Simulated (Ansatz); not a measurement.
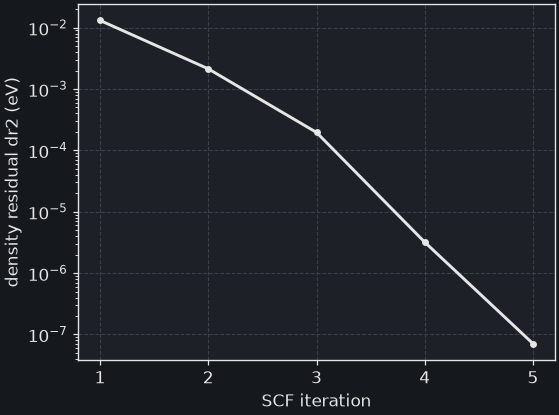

The plot shows the SCF iterations of a calculation: density residual dr2. The starting density is a sum of atomic densities corrected by a trained network.

Si2W (6 atoms in the cell), run with Ansatz.

```
crystal:
  lattice:
    - [3.2024995621, 0.0, 0.0]
    - [0.0, 3.2024995621, 0.0]
    - [0.0, 0.0, 7.8157325285]
  atoms:
    - { symbol: Si, position: [0.0, 0.0, 0.3344989451] }
    - { symbol: Si, position: [0.5, 0.5, 0.1655010549] }
    - { symbol: Si, position: [0.5, 0.5, 0.8344989451] }
    - { symbol: Si, position: [0.0, 0.0, 0.6655010549] }
    - { symbol: W, position: [0.0, 0.0, 0.0] }
    - { symbol: W, position: [0.5, 0.5, 0.5] }
basis:
  ecutwfc: 420
kpoints:
  mp_grid: { grid: [12, 12, 6] }
hamiltonian:
  xc: pbesol
scf:
  occupations: { method: gaussian, width: 0.1 }
  max_iter: 5
output:
  forces: true
  eigenvalues: true
  stress: true
```

Launched with:
```bash
ansatz run input.yaml --threads 1 --pin off --max-ram 2560MiB --backend cpu --events-out ev --progress --plain --runs-dir out
```

Q: How did this run end?

A: The run converged; it took 5 iterations. The residual falls at every step. From the first spectrum the program read the system as a metal and chose the Kerker preconditioner.

Q: Is anything amiss with this input?

A: The input holds an odd setting (too few SCF iterations), but it does no harm here: the energy lies within 1 meV per atom of a run with usual settings.
